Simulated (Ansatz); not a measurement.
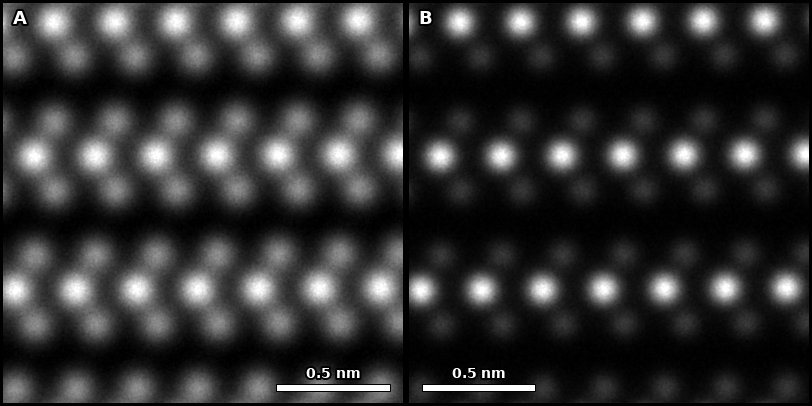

Two simulated images of the same area of MoS₂ (R3m, No. 160) along [100], with a probe of 1.03 Å. One is incoherent Z contrast (Z^1.7 per atom), the other the projected potential of neutral atoms blurred by the probe (iDPC-like, thin sample). Brightness is counted from the darkest point of the image. Shot noise was added. Structure used: the end point of a relaxation with DFT PBE+D3(BJ), scalar-relativistic, plane waves, PAW in Ansatz.

Q: Which panel is which, and how can one tell?

B is the Z-contrast image and A the potential image. The columns of 1 S per repeat reach about 20 % of the brightest peak (1 Mo) in B but about 54 % in A, mainly since the potential grows much more slowly with atomic number.
